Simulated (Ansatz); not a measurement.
# SiO2: single-point calculation

- system: SiO2 (12 atoms in the cell)
- method: DFT LDA, scalar-relativistic, plane waves, PAW, no spin polarisation (Ansatz 0.2.0)

The structure derives from a Materials Project entry. It belongs to a series of runs on one base structure; here: band edges sought over the zone.

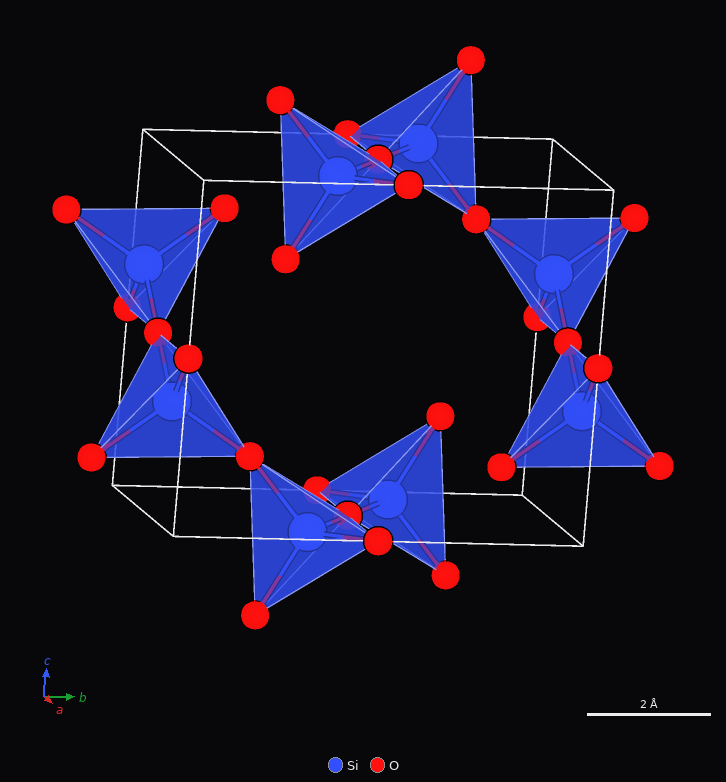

The structure (polyhedral view of the reduced cell, seen slightly off an axis; polyhedra are completed across the faces of the cell). An atom can appear more than once, as a periodic image.

Input file
```yaml
crystal:
  lattice:
    - [-4.4553296906, 4.4553296906, 2.6073622167]
    - [4.4553296906, -4.4553296906, 2.6073622167]
    - [4.4141620169, 4.4964973644, -2.5832699397]
  atoms:
    - { symbol: Si, position: [0.1757922243, 0.1791095833, 0.3538576073] }
    - { symbol: Si, position: [0.8247156342, 0.1785697874, 0.0033172343] }
    - { symbol: Si, position: [0.1752843658, 0.8214302126, -0.0033172343] }
    - { symbol: Si, position: [0.8242077757, 0.8208904167, 0.6461423927] }
    - { symbol: O, position: [0.5, 0.5, 0.5] }
    - { symbol: O, position: [0.0, 0.5, 0.0] }
    - { symbol: O, position: [0.5, 0.0, 0.0] }
    - { symbol: O, position: [0.0, 0.0, 0.5] }
    - { symbol: O, position: [0.0003991546, 0.2162015714, 0.2157998746] }
    - { symbol: O, position: [0.797709894, -0.0004616376, 0.7981730142] }
    - { symbol: O, position: [0.202290106, 0.0004616376, 0.2018269858] }
    - { symbol: O, position: [-0.0003991546, 0.7837984286, 0.7842001254] }
basis:
  ecutwfc: 420
kpoints:
  mp_grid: { grid: [6, 6, 6] }
  band_path: { path: [VBM, CBM], npoints: 2 }
hamiltonian:
  xc: lda
scf:
  occupations: { method: gaussian, width: 0.02 }
output:
  forces: true
  stress: true
  eigenvalues: true
checkpoint:
  read: start.run
  write: ck
  compress: false
  write_wavefunctions: false
  write_every: 100000
```

Command:
```bash
ansatz run input.yaml --threads 2 --pin off --max-ram 5120MiB --backend cpu --events-out ev --progress --plain --runs-dir out
```

Output
```
Engine: ansatz 0.2.0, x86_64-unknown-linux-gnu
Pseudopotentials: kind: paw
Pseudopotential: Si, paw, valence charge 4, recommended cutoff 420 eV (normal), Si.paw.azcp
Pseudopotential: O, paw, valence charge 6, recommended cutoff 420 eV (normal), O.paw.azcp
Functional definition: SPW92
  exchange = slater_x
  correlation = pw_c
Crystal: 12 atoms, lattice volume = 207.024 Å³
Basis set: ecut = 420 eV, 4047 PW (Γ)
Bands: 44, of which v1, the nominal top of the filled ones, is band 32 counted from 1 (31 counted from 0)
Symmetry: 2 space group operations
Space group: P-1 (ITA 2), of the structure as read, at distance tolerance 5.9e-5 Å
k-points: 112 of 216
Non-local potential: Si, projectors of the file, l = 0: 2, l = 1: 2, l = 2: 2
Non-local potential: O, projectors of the file, l = 0: 2, l = 1: 2, l = 2: 1
PAW form: soft (Blöchl's): semilocal exchange-correlation on the pseudo side does not see the compensation charge
PAW frozen core: Si, regenerated for the run's functional, and the local potential with it (the file was generated under x = pbe(κ = 0.804, μ = 0.2195149727645171), c = pbe(β = 0.06672455060314922))
PAW frozen core: O, regenerated for the run's functional, and the local potential with it (the file was generated under x = pbe(κ = 0.804, μ = 0.2195149727645171), c = pbe(β = 0.06672455060314922))
PAW one-centre angular grid: Si, 110 points (default); XC on 64 Gauss nodes
PAW one-centre angular grid: O, 110 points (default); XC on 64 Gauss nodes
Initial density: read from a saved state, or passed on in memory by an earlier SCF of this step, an earlier step, the calling program or the single point that the run made first
Stability of the state it starts from, as read at its close in the unpolarized treatment: not read negative (Ritz values of 1 − χ₀K, real part plus size of imaginary part, from 1.0 to 1.3, by its mixing steps under the symmetry group of the SCF that read it)
Initial wavefunctions: pseudopotential atomic-orbital guess
Functional: x = slater, c = lda
iter 1 solved again at ethr=3.87e-7 eV; its pass at ethr=3.10e-3 eV (dr2=2.48e-4 eV) is discarded
SCF iter   1: F=—  HF=-6890.572328 eV  |F-HF|=—  |Δ(HF+E_count)|=         —  Δρ=3.73e-6  dr2=2.06e-8  ethr=3.87e-7  ⟨swp⟩=4.3  Hψ=39393  notcnv=0
eigensolver tolerance schedule: the retry pair's looser diagonalisation over-reported the residual by 12029.16 of it (diagonalisation noise at an unbounded share of the residual, at the tolerance the schedule requests for it); recorded, not acted on — ethr = c·dr2/N_el stays at c = 1.0e-1
preconditioner: auto → Resta (q_TF=auto, 2.243 Å⁻¹)  ε∞=2.6  [insulator: Δε(μ)=5.341 eV  Ē_g=16.327 eV  σ=0.020 eV  W_gap=1.00  n_scr=44 (ndim 8)  ℏωp=20.6 eV  f_vac=0.334  D(μ)=0.00/eV (n_scr^D=0)  ε∞_Penn≈2.6]
SCF iter   2: F=—  HF=-6890.572344 eV  |F-HF|=—  |Δ(HF+E_count)|=   1.53e-5  Δρ=2.20e-6  dr2=7.40e-9  ethr=3.22e-11  ⟨swp⟩=9.5  Hψ=25457  notcnv=0
SCF iter   3: F=-6890.572344 eV  HF=-6890.572344 eV  |F-HF|=2.70e-9  |Δ(HF+E_count)|=  8.37e-11  Δρ=7.95e-7  dr2=1.38e-9  ethr=1.16e-11  ⟨swp⟩=1.9  Hψ=15409  notcnv=0
SCF 1 converged in 3 iterations: F = -6890.572344 eV  dr2 = 1.38e-9
  greatest PAW one-centre occupation: 0.856 electrons in one spin orbital (limit 2), on the O atom at site 11 (counted from 0), in its partial waves of l = 0
NSCF: frozen V_eff on 112 k-points
NSCF: frozen V_eff on 112 k-points
NSCF: frozen V_eff on 112 k-points
NSCF: frozen V_eff on 112 k-points
NSCF: frozen V_eff on 7 k-points
NSCF: frozen V_eff on 44 k-points
NSCF: frozen V_eff on 84 k-points
NSCF: frozen V_eff on 56 k-points
NSCF: frozen V_eff on 21 k-points
NSCF: frozen V_eff on 3 k-points
SCF converged after 3 iterations
Free energy (F): -6890.572344 eV
Harris-Foulkes:  -6890.572344 eV  (|F-HF|=2.70e-9)
Internal energy: -6890.572344 eV  (E = F + TS)
E sigma→0 (E₀):  -6890.572344 eV
Fermi energy:    2.397143 eV
--- Per-component energies (eV) ---
  E_band       = -467.497884
  E_kinetic    = 1604.907408
  E_local      = -5487.059515  (includes V_loc(G=0)·N_el)
  E_nonlocal   = 502.548895
  E_hartree    = 2085.282149
  E_xc         = -802.220319
  E_vxc        = -938.717472  (∫ρ·V_xc dr)
  E_paw        = -3133.762741  (= ΣΔE_a)
  E_vpaw       = -319.761883  (= ΣTr[D̂ρ^β])
  E_aug_tail   = 0.021448  (compensation charges beyond the density's cutoff)
  E_ewald      = -1661.402363
  E_core_change = 1.112695  (= ΣΔE_core)
  E_smearing   = -0.000000  (= −TS)
  E_closure    = 0.000000  (closes the sum)
  Σ components = -6890.572344   (vs F -6890.572344, Δ=0.00e0)
--- Forces (eV/Å), atoms counted from 1 ---
  atom   1  Si    -0.00161480    -0.00058740     0.00044475
  atom   2  Si    -0.00161512     0.00056371     0.00026792
  atom   3  Si     0.00161512    -0.00056371    -0.00026792
  atom   4  Si     0.00161480     0.00058740    -0.00044475
  atom   5  O      0.00000000     0.00000000     0.00000000
  atom   6  O      0.00000000     0.00000000     0.00000000
  atom   7  O      0.00000000     0.00000000     0.00000000
  atom   8  O      0.00000000     0.00000000     0.00000000
  atom   9  O      0.00567285    -0.00007753     0.00017206
  atom  10  O      0.00012069    -0.00175346    -0.00004614
  atom  11  O     -0.00012069     0.00175346     0.00004614
  atom  12  O     -0.00567285     0.00007753    -0.00017206
  max |Σ_I F_I| component: 5.42e-20 eV/Å
--- Stress (GPa, compression-positive) ---
       -0.091821      -0.001990      -0.127091
       -0.001990      -0.094667      -0.130045
       -0.127091      -0.130045      -0.082801
  P = ⅓ Tr σ = -0.0898 GPa (-0.898 kbar)
--- Band table (eV; the first three rows and the last of 112) ---
  k-point 0: bands = ["-19.5588", "-18.6566", "-18.0978", "-18.0975", "-17.4606", "-17.4262", "-17.4237", "-17.4106", "-9.3292", "-9.3108", "-7.7375", "-6.3448", "-6.1899", "-6.1169", "-5.8055", "-5.7684", "-3.6832", "-3.1238", "-3.0974", "-2.9581", "-2.4386", "-2.3822", "-2.3744", "-2.2956", "-2.2811", "-1.7262", "-1.7136", "-1.6185", "-1.1367", "-0.9676", "-0.2997", "-0.2789", "5.0677", "7.9613", "8.1833", "8.5915", "8.7783", "9.1277", "9.1361", "9.7643", "9.8546", "9.9498", "10.7241", "10.8369"]
  k-point 1: bands = ["-19.5227", "-18.7689", "-18.0953", "-18.0219", "-17.4530", "-17.4267", "-17.4236", "-17.4132", "-9.4210", "-9.3099", "-7.5827", "-6.3114", "-6.2126", "-6.1218", "-5.8442", "-5.8034", "-3.6743", "-3.0847", "-3.0560", "-2.9432", "-2.5005", "-2.4592", "-2.4225", "-2.3877", "-2.2346", "-1.8055", "-1.6753", "-1.5645", "-0.9824", "-0.9158", "-0.3600", "-0.3284", "5.2335", "7.8046", "8.1523", "8.6287", "8.7135", "9.1613", "9.2361", "9.6463", "9.7281", "9.9273", "10.6342", "10.7920"]
  k-point 2: bands = ["-19.4214", "-18.9795", "-18.0906", "-17.9159", "-17.4354", "-17.4285", "-17.4231", "-17.4176", "-9.5883", "-9.2910", "-7.2791", "-6.3088", "-6.2179", "-6.0960", "-5.9475", "-5.8850", "-3.6456", "-2.9855", "-2.9497", "-2.9038", "-2.6447", "-2.5781", "-2.5527", "-2.5372", "-2.1751", "-1.9203", "-1.7342", "-1.2700", "-0.7844", "-0.7633", "-0.5575", "-0.4287", "5.6887", "7.1874", "8.2258", "8.5502", "8.9359", "9.2827", "9.3345", "9.4160", "9.6041", "9.9797", "10.1458", "10.5166"]
  k-point 111: bands = ["-19.1197", "-19.1191", "-18.7031", "-17.4398", "-17.4370", "-17.4189", "-17.4142", "-17.4070", "-10.3974", "-8.2288", "-6.9490", "-6.8243", "-6.2932", "-6.0766", "-6.0759", "-5.7572", "-3.6819", "-3.3446", "-3.0242", "-2.8656", "-2.7002", "-2.6874", "-2.5900", "-2.1242", "-2.1021", "-1.8725", "-1.7536", "-1.3187", "-1.3162", "-0.4605", "-0.2845", "-0.2734", "7.1811", "7.3057", "7.3087", "7.6924", "8.2247", "8.2776", "8.8107", "9.3547", "9.5018", "9.9548", "10.2566", "11.0738"]
```

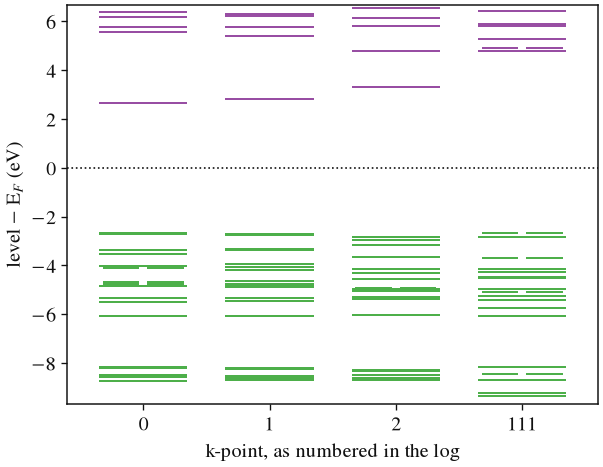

Kohn–Sham levels near the Fermi level (dotted) at the few k-points that the log prints; levels within 0.02 eV of each other stand side by side. Among these points the highest filled and lowest empty levels are 5.34 eV apart, which is the gap on the mesh.

Summary

| quantity | value |
| --- | --- |
| outcome | converged |
| space group (tolerance 0.01 Å) | P-1 (2) |
| electrons treated | 64 |
| free energy | −6890.5723 eV |
| Fermi energy | 2.397 eV |
| gap on the k-point mesh | 5.34 eV |
| gap on the band path | 5.34 eV |
| pressure | −0.09 GPa |
| largest force (length of the vector) | 0.006 eV/Å |
| hardware | 2 threads of Intel Xeon (Sapphire Rapids), 32 GiB of memory available, shared host |
| wall time | 58 s (CPU time 1.9 min) |
| peak memory | 0.96 GiB |
